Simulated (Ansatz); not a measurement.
# Geometry relaxation, with input and output: ZnS

The run: geometry relaxation of ZnS (F-43m, 2 atoms in the cell). Method and program: DFT, PBE, plane waves, PAW, no spin polarisation (Ansatz 0.2.0).

The structure derives from a Materials Project entry.

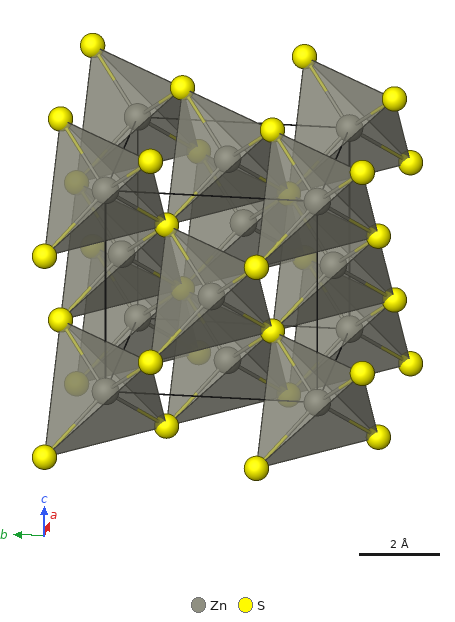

*The starting structure (polyhedral view of the cell 4 times as large as that of the calculation, set on its symmetry axes, seen at an oblique angle; polyhedra are completed across the faces of the cell).*

Key numbers:

| quantity | value |
| --- | --- |
| outcome | converged |
| space group (tolerance 0.01 Å) | F-43m (216) |
| electrons treated | 18 |
| free energy | −4222.7344 eV |
| Fermi energy | 6.523 eV |
| gap on the k-point mesh | 2.02 eV |
| pressure | 0.05 GPa |
| final volume | 40.30 Å³ |
| largest force (length of the vector) at the end | under 0.001 eV/Å |
| final cell | a = 3.848 Å, b = 3.848 Å, c = 3.848 Å, α = 60.00°, β = 60.00°, γ = 60.00° |
| hardware | 4 threads of AMD EPYC (Zen 3), 189 GiB of memory available, shared host |
| wall time | 15 s (CPU time 30 s) |
| peak memory | 0.38 GiB |

Notes:

These settings are looser than, or depart from, a standard set-up, so the numbers are not reference values for this system.

Input:
```yaml
crystal:
  lattice:
    - [0.0, 2.69368288, 2.69368288]
    - [2.69368288, 0.0, 2.69368288]
    - [2.69368288, 2.69368288, 0.0]
  atoms:
    - { symbol: Zn, position: [0.0, 0.0, 0.0] }
    - { symbol: S, position: [0.75, 0.75, 0.75] }
basis:
  ecutwfc: 420
kpoints:
  mp_grid: { grid: [10, 10, 10] }
hamiltonian:
  xc: pbe
scf:
  occupations: { method: gaussian, width: 0.02 }
output:
  forces: true
  stress: true
  eigenvalues: true
  write_density: true
  write_potential: true
  elf: true
  volumetric_format: npy
relax:
  adjacent_minimum: "off"
  f_tol: 0.005
  max_steps: 80
  cell: { stress_tol: 0.05 }
```

Launched with:
```bash
ansatz run input.yaml --threads 4 --pin off --max-ram 8192MiB --backend cpu --events-out ev --progress --plain --runs-dir out
```

The program's output:
```
Engine: ansatz 0.2.0, x86_64-unknown-linux-gnu
Pseudopotentials: kind: paw
Pseudopotential: Zn, paw, valence charge 12, recommended cutoff 420 eV (normal), Zn.paw.azcp
Pseudopotential: S, paw, valence charge 6, recommended cutoff 420 eV (normal), S.paw.azcp
Functional definition: PBE
  parameter kappa = 0.804
  parameter beta = 0.06672455060314922
  exchange = pbe_x(kappa = kappa, mu = beta*pi^2/3)
  correlation = pbe_c(beta = beta)
Crystal: 2 atoms, lattice volume = 39.090 Å³
Basis set: ecut = 420 eV, 749 PW (Γ), exchange–correlation on 54×54×54 points (8 copies of the dense FFT grid, shifted against one another)
Bands: 13, of which v1, the nominal top of the filled ones, is band 9 counted from 1 (8 counted from 0)
Symmetry: 24 space group operations
Space group: F-43m (ITA 216), of the structure as read, at distance tolerance 3.4e-5 Å
k-points: 47 of 1000 (time reversal used)
Non-local potential: Zn, projectors of the file, l = 0: 2, l = 1: 2, l = 2: 3, l = 3: 1
Non-local potential: S, projectors of the file, l = 0: 2, l = 1: 2, l = 2: 2
PAW form: soft (Blöchl's): semilocal exchange-correlation on the pseudo side does not see the compensation charge
PAW one-centre angular grid: Zn, 590 points (default); XC on 64 Gauss nodes
PAW one-centre angular grid: S, 110 points (default); XC on 64 Gauss nodes
Initial density: superposition of atomic densities (neutral atoms: chi_scale 0, normalization atom), corrected by the library's trained network
Initial wavefunctions: pseudopotential atomic-orbital guess
Functional: x = pbe(κ = 0.804, μ = 0.2195149727645171), c = pbe(β = 0.06672455060314922)
SCF iter   1: F=—  HF=-4222.725486 eV  |F-HF|=—  |Δ(HF+E_count)|=         —  Δρ=5.98e-4  dr2=1.78e-4  ethr=1.77e-3  ⟨swp⟩=5.9  Hψ=3724  notcnv=0
preconditioner: auto → none  [insulator: Δε(μ)=2.142 eV  Ē_g=12.247 eV  σ=0.020 eV  W_gap=1.00  n_scr=14 (ndim 8)  ℏωp=25.2 eV  f_vac=0.025  D(μ)=0.00/eV (n_scr^D=0)  ε∞_Penn≈5.2]
SCF iter   2: F=—  HF=-4222.725693 eV  |F-HF|=—  |Δ(HF+E_count)|=   2.06e-4  Δρ=5.30e-4  dr2=5.10e-5  ethr=9.90e-7  ⟨swp⟩=2.5  Hψ=1574  notcnv=0
SCF iter   3: F=—  HF=-4222.725724 eV  |F-HF|=—  |Δ(HF+E_count)|=   3.19e-5  Δρ=1.73e-4  dr2=8.21e-6  ethr=2.83e-7  ⟨swp⟩=2.0  Hψ=987  notcnv=0
SCF iter   4: F=—  HF=-4222.725731 eV  |F-HF|=—  |Δ(HF+E_count)|=   6.13e-6  Δρ=7.01e-5  dr2=1.01e-6  ethr=4.56e-8  ⟨swp⟩=2.0  Hψ=987  notcnv=0
SCF iter   5: F=—  HF=-4222.725734 eV  |F-HF|=—  |Δ(HF+E_count)|=   3.11e-6  Δρ=3.53e-5  dr2=3.34e-7  ethr=5.61e-9  ⟨swp⟩=2.0  Hψ=1034  notcnv=0
SCF iter   6: F=-4222.725734 eV  HF=-4222.725734 eV  |F-HF|=8.05e-9  |Δ(HF+E_count)|=   5.42e-7  Δρ=3.54e-6  dr2=2.01e-9  ethr=5.56e-10  ⟨swp⟩=6.0  Hψ=3724  notcnv=0
SCF 1 converged in 6 iterations: F = -4222.725734 eV  dr2 = 2.01e-9
  greatest PAW one-centre occupation: 0.983 electrons in one spin orbital (limit 2), on the Zn atom at site 0 (counted from 0), in its partial waves of l = 2
relax step   1: F+E_penalty+E_count = -4222.72573426 eV  Δ(F+E_penalty+E_count) = +0.000e0 eV  max|allowed force component| = 2.128e-16 eV/Å  Δτ_max = 0.0000 Å  P = +2.319 GPa  Ω = 39.090 Å³  (6 SCF iters, dr2 threshold 1.00e-7 eV, accepted)
Crystal: 2 atoms, lattice volume = 39.778 Å³
Initial density: handed on by an earlier stage of this run
Initial wavefunctions: those handed on with the density
iter 1 solved again at ethr=1.42e-6 eV; its pass at ethr=3.10e-3 eV (dr2=2.55e-4 eV) is discarded
SCF iter   1: F=—  HF=-4222.732507 eV  |F-HF|=—  |Δ(HF+E_count)|=         —  Δρ=7.95e-4  dr2=2.33e-4  ethr=1.42e-6  ⟨swp⟩=2.0  Hψ=4589  notcnv=0
preconditioner: auto → none  [insulator: Δε(μ)=2.073 eV  Ē_g=12.162 eV  σ=0.020 eV  W_gap=1.00  n_scr=14 (ndim 8)  ℏωp=25.0 eV  f_vac=0.029  D(μ)=0.00/eV (n_scr^D=0)  ε∞_Penn≈5.2]
SCF iter   2: F=—  HF=-4222.732475 eV  |F-HF|=—  |Δ(HF+E_count)|=   3.28e-5  Δρ=2.74e-4  dr2=3.22e-5  ethr=1.30e-6  ⟨swp⟩=3.0  Hψ=1034  notcnv=0
SCF iter   3: F=—  HF=-4222.732488 eV  |F-HF|=—  |Δ(HF+E_count)|=   1.39e-5  Δρ=2.65e-4  dr2=1.48e-5  ethr=1.79e-7  ⟨swp⟩=2.0  Hψ=987  notcnv=0
SCF iter   4: F=—  HF=-4222.732486 eV  |F-HF|=—  |Δ(HF+E_count)|=   2.00e-6  Δρ=3.19e-5  dr2=3.48e-7  ethr=8.23e-8  ⟨swp⟩=2.0  Hψ=963  notcnv=0
SCF iter   5: F=-4222.732486 eV  HF=-4222.732486 eV  |F-HF|=2.38e-8  |Δ(HF+E_count)|=   6.47e-8  Δρ=1.23e-5  dr2=3.53e-8  ethr=1.11e-9  ⟨swp⟩=9.9  Hψ=4751  notcnv=0
SCF 2 converged in 5 iterations: F = -4222.732486 eV  dr2 = 3.53e-8
relax step   2: F+E_penalty+E_count = -4222.73248639 eV  Δ(F+E_penalty+E_count) = -6.752e-3 eV  max|allowed force component| = 3.469e-17 eV/Å  Δτ_max = 0.0000 Å  P = +0.982 GPa  Ω = 39.778 Å³  energy of the carried Pulay correction = -2.885e-4 eV  (5 SCF iters, dr2 threshold 2.00e-7 eV, accepted)
Crystal: 2 atoms, lattice volume = 40.299 Å³
iter 1 solved again at ethr=9.88e-7 eV; its pass at ethr=3.10e-3 eV (dr2=1.78e-4 eV) is discarded
SCF iter   1: F=—  HF=-4222.733933 eV  |F-HF|=—  |Δ(HF+E_count)|=         —  Δρ=5.64e-4  dr2=1.21e-4  ethr=9.88e-7  ⟨swp⟩=2.0  Hψ=4396  notcnv=0
preconditioner: auto → none  [insulator: Δε(μ)=2.017 eV  Ē_g=12.099 eV  σ=0.020 eV  W_gap=1.00  n_scr=14 (ndim 8)  ℏωp=24.8 eV  f_vac=0.030  D(μ)=0.00/eV (n_scr^D=0)  ε∞_Penn≈5.2]
SCF iter   2: F=—  HF=-4222.733930 eV  |F-HF|=—  |Δ(HF+E_count)|=   3.58e-6  Δρ=2.04e-4  dr2=1.70e-5  ethr=6.72e-7  ⟨swp⟩=3.0  Hψ=1022  notcnv=0
SCF iter   3: F=—  HF=-4222.733933 eV  |F-HF|=—  |Δ(HF+E_count)|=   2.74e-6  Δρ=1.89e-4  dr2=8.18e-6  ethr=9.42e-8  ⟨swp⟩=2.0  Hψ=987  notcnv=0
SCF iter   4: F=—  HF=-4222.733931 eV  |F-HF|=—  |Δ(HF+E_count)|=   1.39e-6  Δρ=2.39e-5  dr2=1.75e-7  ethr=1.11e-9  ⟨swp⟩=7.2  Hψ=4399  notcnv=0
SCF iter   5: F=-4222.733931 eV  HF=-4222.733931 eV  |F-HF|=1.52e-8  |Δ(HF+E_count)|=   3.85e-8  Δρ=8.97e-6  dr2=1.95e-8  ethr=9.73e-10  ⟨swp⟩=9.8  Hψ=4644  notcnv=0
SCF 3 converged in 5 iterations: F = -4222.733931 eV  dr2 = 1.95e-8
relax step   3: F+E_penalty+E_count = -4222.73393121 eV  Δ(F+E_penalty+E_count) = -1.445e-3 eV  max|allowed force component| = 3.469e-17 eV/Å  Δτ_max = 0.0000 Å  P = +0.050 GPa  Ω = 40.299 Å³  energy of the carried Pulay correction = -5.037e-4 eV  (5 SCF iters, dr2 threshold 2.00e-7 eV, accepted)
Initial wavefunctions: pseudopotential atomic-orbital guess (no wavefunctions were taken with the density)
iter 1 solved again at ethr=2.05e-7 eV; its pass at ethr=3.10e-3 eV (dr2=3.70e-5 eV) is discarded
SCF iter   1: F=—  HF=-4222.734072 eV  |F-HF|=—  |Δ(HF+E_count)|=         —  Δρ=1.74e-4  dr2=5.34e-7  ethr=2.05e-7  ⟨swp⟩=3.0  Hψ=5305  notcnv=0
preconditioner: auto → none  [insulator: Δε(μ)=2.018 eV  Ē_g=12.098 eV  σ=0.020 eV  W_gap=1.00  n_scr=14 (ndim 8)  ℏωp=24.8 eV  f_vac=0.029  D(μ)=0.00/eV (n_scr^D=0)  ε∞_Penn≈5.2]
SCF iter   2: F=—  HF=-4222.734339 eV  |F-HF|=—  |Δ(HF+E_count)|=   2.67e-4  Δρ=1.03e-4  dr2=7.72e-7  ethr=2.97e-9  ⟨swp⟩=2.0  Hψ=1022  notcnv=0
SCF iter   3: F=—  HF=-4222.734413 eV  |F-HF|=—  |Δ(HF+E_count)|=   7.43e-5  Δρ=3.63e-5  dr2=1.67e-7  ethr=2.97e-9  ⟨swp⟩=2.0  Hψ=988  notcnv=0
SCF iter   4: F=—  HF=-4222.734423 eV  |F-HF|=—  |Δ(HF+E_count)|=   9.68e-6  Δρ=6.12e-6  dr2=1.97e-9  ethr=9.29e-10  ⟨swp⟩=2.0  Hψ=987  notcnv=0
SCF iter   5: F=—  HF=-4222.734423 eV  |F-HF|=—  |Δ(HF+E_count)|=   3.35e-7  Δρ=7.25e-7  dr2=5.51e-11  ethr=1.10e-11  ⟨swp⟩=2.5  Hψ=1039  notcnv=0
SCF iter   6: F=-4222.734423 eV  HF=-4222.734423 eV  |F-HF|=1.09e-11  |Δ(HF+E_count)|=   4.36e-9  Δρ=9.22e-8  dr2=3.27e-12  ethr=1.00e-12  ⟨swp⟩=5.6  Hψ=2557  notcnv=0
SCF 4 converged in 6 iterations: F = -4222.734423 eV  dr2 = 3.27e-12
relax step   4: F+E_penalty+E_count = -4222.73442299 eV  Δ(F+E_penalty+E_count) = -4.918e-4 eV  max|allowed force component| = 4.395e-17 eV/Å  Δτ_max = 0.0000 Å  P = +0.049 GPa  Ω = 40.299 Å³  stress off target by 4.93e-2 GPa  SCF on the basis re-selected at this cell (its energy is not comparable with the rows above)  (6 SCF iters)
```

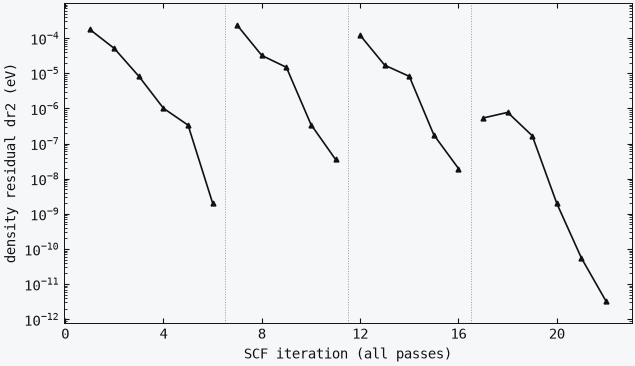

*Convergence of the self-consistent field: density residual dr2 against the SCF iteration. The dotted lines part the SCF passes of the relaxation: geometry steps, rejected trials and re-solves on a re-selected basis.*

The passes take 6, 5, 5 and 6 iterations.

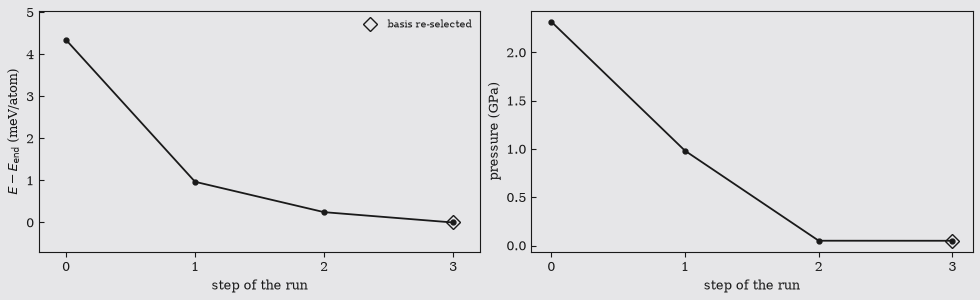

*Progress of the relaxation, step by step (the first geometry is step 0 here and step 1 in the log).*

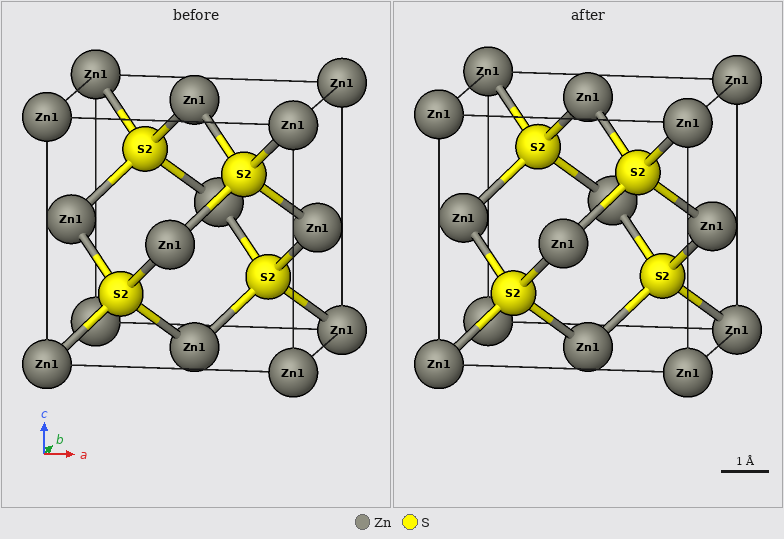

*Before (left) and after (right) the relaxation, at one scale (ball-and-stick view of the cell 4 times as large as that of the calculation, set on its symmetry axes, seen slightly off an axis).*

No atom moves by more than 0.005 Å relative to the cell. Cell: a = b = c 5.387 → 5.442 Å (+1.0 %). Volume +3.1 %. Among the contacts that change: Zn1–S2 2.333 → 2.357 Å. The space group stays F-43m (No. 216). Over 2 geometry steps the energy falls by 4.1 meV per atom. All forces vanish by symmetry, so only the cell relaxes. Pressure: 2.32 GPa at the start and 0.05 GPa at the end. A last SCF at the same geometry on a re-selected plane-wave basis shifts the energy by −0.2 meV per atom. (Atoms are counted from 1 in the order of the input.)

```
basis re-selected at this cell: Δ(F+E_penalty+E_count) = -4.918e-4 eV, ΔP = -0.000 GPa vs the last step (what re-selecting the basis moved, of the pressure what is left beyond the Pulay correction that the steps carried, after the strain that the cell walked since its last selection, with what the two solves' SCF thresholds leave and, on support functions, any second-order correction that the steps lacked; it is no measure of the basis error at this ecutwfc). This SCF's stress stands 4.93e-2 GPa from its target on what of the cell is left free (relax.cell.stress_tol is 5.00e-2 GPa) and its largest allowed force component is 4.39e-17 eV/Å (relax.f_tol is 5.00e-3 eV/Å): within both
SCF converged after 6 iterations
Free energy (F): -4222.734423 eV
Harris-Foulkes:  -4222.734423 eV  (|F-HF|=1.09e-11)
Internal energy: -4222.734423 eV  (E = F + TS)
E sigma→0 (E₀):  -4222.734423 eV
Fermi energy:    6.523394 eV
--- Per-component energies (eV) ---
  E_band       = 1.460779
  E_kinetic    = 237.813064
  E_local      = -2054.719667  (includes V_loc(G=0)·N_el)
  E_nonlocal   = 642.901465
  E_hartree    = 858.692589
  E_xc         = -234.120314
  E_vxc        = -139.176973  (∫ρ·V_xc dr)
  E_paw        = -2428.744499  (= ΣΔE_a)
  E_vpaw       = -402.741974  (= ΣTr[D̂ρ^β])
  E_aug_tail   = -0.000348  (compensation charges beyond the density's cutoff)
  E_ewald      = -1244.556712
  E_smearing   = -0.000000  (= −TS)
  E_closure    = 0.000000  (closes the sum)
  Σ components = -4222.734423   (vs F -4222.734423, Δ=0.00e0)
--- Forces (eV/Å), atoms counted from 1 ---
  atom   1  Zn    -0.00000000    -0.00000000     0.00000000
  atom   2  S      0.00000000     0.00000000    -0.00000000
  max |Σ_I F_I| component: 3.24e-17 eV/Å
--- Stress (GPa, compression-positive) ---
        0.049310      -0.000000      -0.000000
       -0.000000       0.049310       0.000000
       -0.000000       0.000000       0.049310
  P = ⅓ Tr σ = 0.0493 GPa (0.493 kbar)
--- Band table (eV; the first three rows and the last of 47) ---
  k-point 0: bands = ["-7.4829", "-0.7397", "-0.7397", "-0.7397", "-0.2644", "-0.2644", "5.5143", "5.5143", "5.5143", "7.5323", "11.8986", "11.8986", "11.8986"]
  k-point 1: bands = ["-7.4101", "-0.7387", "-0.7265", "-0.7265", "-0.2656", "-0.2656", "4.7320", "5.4207", "5.4207", "8.1453", "11.8022", "12.0636", "12.0636"]
  k-point 2: bands = ["-7.2093", "-0.7181", "-0.6939", "-0.6939", "-0.2656", "-0.2656", "3.4020", "5.1931", "5.1931", "8.8097", "12.0028", "12.3938", "12.3938"]
  k-point 46: bands = ["-6.2892", "-0.6199", "-0.4671", "-0.3508", "-0.2654", "0.0984", "1.0283", "2.9124", "2.9264", "10.8240", "11.1630", "13.8052", "14.0391"]
--- Relaxed structure (3 steps of the walk, 3 accepted, 1 SCFs on fresh bases) ---
  F+E_penalty+E_count = -4222.73442299 eV   max|allowed force component| = 4.395e-17 eV/Å   (the final SCF, on the basis selected at the relaxed cell)
  cell:  # Å, volume = 40.2986 Å³
    - [-1.8343339318424116e-33, 2.721154303434594, 2.721154303434594]
    - [2.721154303434594, 3.668667863684824e-33, 2.721154303434594]
    - [2.721154303434594, 2.721154303434594, 7.33733572736965e-33]
  atoms:
    - { symbol: Zn, position: [1.9066138865732517e-34, -3.4557376694140183e-34, -5.124024820165613e-34] }
    - { symbol: S, position: [0.7499999999999999, 0.7499999999999999, 0.7499999999999999] }
```

Trajectory as extended XYZ (Å, eV, eV/Å), 4 frames, from step=1 to step=4:
```
2
Lattice="0.0000 2.6937 2.6937 2.6937 0.0000 2.6937 2.6937 2.6937 0.0000" Properties=species:S:1:pos:R:3:forces:R:3 step=1 energy=-4222.72573 pressure_GPa=2.32
Zn    0.0000    0.0000    0.0000    0.0000   0.0000   0.0000
S     4.0405    4.0405    4.0405    0.0000   0.0000   0.0000
2
Lattice="0.0000 2.7094 2.7094 2.7094 0.0000 2.7094 2.7094 2.7094 0.0000" Properties=species:S:1:pos:R:3:forces:R:3 step=2 energy=-4222.73249 pressure_GPa=0.98
Zn    0.0000    0.0000    0.0000    0.0000   0.0000   0.0000
S     4.0641    4.0641    4.0641    0.0000   0.0000   0.0000
2
Lattice="0.0000 2.7212 2.7212 2.7212 0.0000 2.7212 2.7212 2.7212 0.0000" Properties=species:S:1:pos:R:3:forces:R:3 step=3 energy=-4222.73393 pressure_GPa=0.05
Zn    0.0000    0.0000    0.0000    0.0000   0.0000   0.0000
S     4.0817    4.0817    4.0817    0.0000   0.0000   0.0000
2
Lattice="0.0000 2.7212 2.7212 2.7212 0.0000 2.7212 2.7212 2.7212 0.0000" Properties=species:S:1:pos:R:3:forces:R:3 step=4 energy=-4222.73442 pressure_GPa=0.05
Zn    0.0000    0.0000    0.0000    0.0000   0.0000   0.0000
S     4.0817    4.0817    4.0817    0.0000   0.0000   0.0000
```
